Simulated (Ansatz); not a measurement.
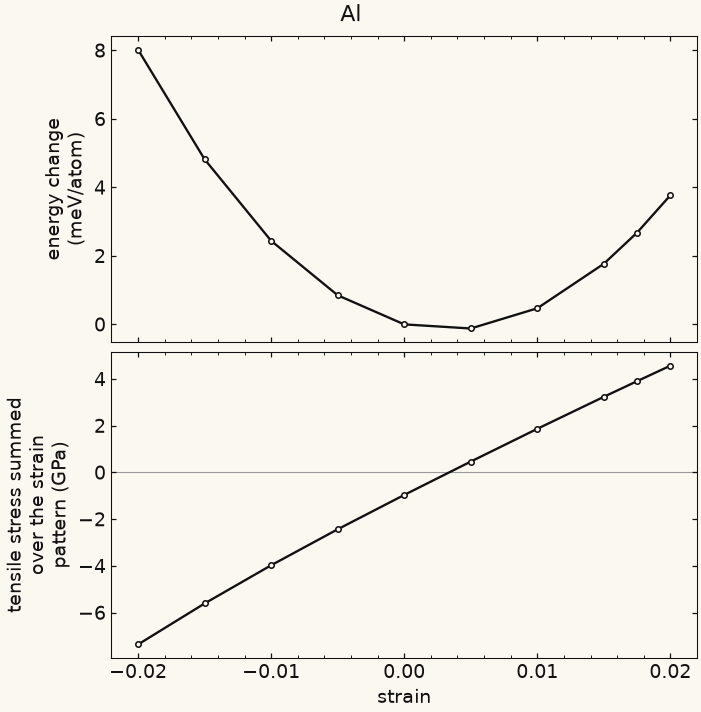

How it was computed, with Ansatz 0.2.0: homogeneous strain of a crystal along one Voigt pattern with engineering shear, fractional coordinates fixed, by plane-wave density functional theory with PAW datasets, free energies less that of the undisturbed cell; scalar-relativistic. Level: r2SCAN, no spin polarisation.

- wave cutoff: 500 eV
- k mesh: 20×20×20
- occupations: Gaussian
- smearing width: 0.15 eV
- k shift: (0, 0, 0) (mesh steps)
- start: as given
- strain pattern: (1, 1, 0, 0, 0, 0) (xx yy zz yz xz xy with engineering shear)

The given structure:
```xyz
1
Lattice="-1.5912 1.5912 1.5912 1.5912 -1.5912 1.5912 1.5912 1.5912 -1.5912" Properties=species:S:1:pos:R:3 pbc="T T T"
Al    0.0000    0.0000    0.0000
```

Energy change and tensile stress summed over the strain pattern against strain for Al, space group Im-3m (No. 229).

The energy change is 8.02 meV/atom at strain −0.0200 and 3.77 meV/atom at 0.0200; the lowest computed point is at strain 0.0050 (−0.12 meV/atom), in a single well. The tensile stress summed over the strain pattern rises from −7.4 GPa at strain −0.0200 to 4.6 GPa at 0.0200, and changes sign near 0.0034. The slope of tensile stress is 290 GPa. The second derivative of tensile stress is −2180 GPa. The tensile stress at start is −0.963 GPa.

Keep in mind: reference crystal is not relaxed.
